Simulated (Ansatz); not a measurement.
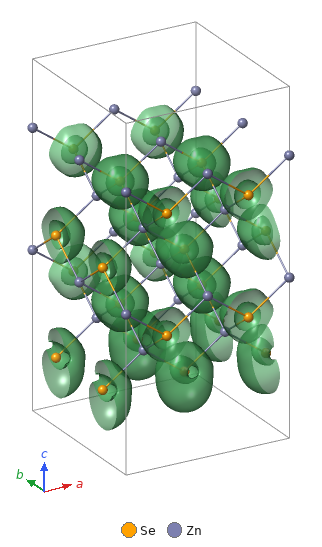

Figure 1: ZnSe (slab). Isosurface of the electron localisation function at 0.7 (green), seen at an oblique angle. Only the valence region is drawn (cores and ρ < 0.01 e/Å³ removed). Sticks mark near contacts.

Not relaxed (largest force 0.6 eV/Å).

These are results of DFT r2SCAN, scalar-relativistic, plane waves, PAW (Ansatz 0.2.0), not measurements.

Describe the localisation domains.

At this value the surface marks out four regions wrapped around Se (the valence shell of each), counted in one cell of 8 atoms. Counts are for one cell; the picture repeats the cell along the surface.

Values along the shortest contacts:
Zn–Se (2.45 Å): the ELF is about 0.60 at the midpoint.
